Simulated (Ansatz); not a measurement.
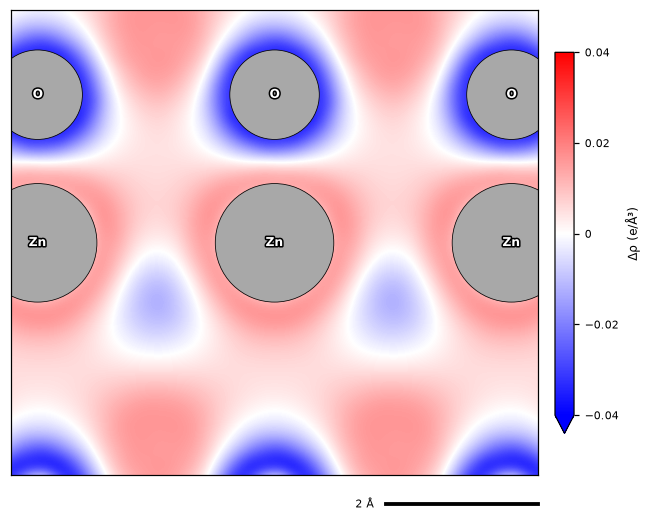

ZnO. Difference of the valence pseudo-densities of two functionals at the same geometry, on the (100) plane of the calculation cell: one of HSE06 and PBEsol less the other.

Both computed with Ansatz (plane waves, PAW), on the same k-point mesh. Grey discs cover the atomic cores.

```xyz
4
Lattice="3.1100 0.0000 0.0000 -1.5550 2.6933 0.0000 0.0000 0.0000 5.4011" Properties=species:S:1:pos:R:3 pbc="T T T"
Zn    0.0000    1.7956    0.0538
Zn    1.5550    0.8978    2.7543
O     0.0000    1.7956    1.9986
O     1.5550    0.8978    4.6992
```

Which was subtracted from which, and what does the map show?

Answer. It is PBEsol less HSE06. Against HSE06, PBEsol gives more density around Zn (+0.014 e/Å³ on average at 1.0 Å from the nucleus), less density around O (−0.022 e/Å³ on average at 0.7 Å from the nucleus), more density in the space between the atoms (+0.003 e/Å³ on average) and a change of +0.008 e/Å³ at the midpoint of Zn–O.
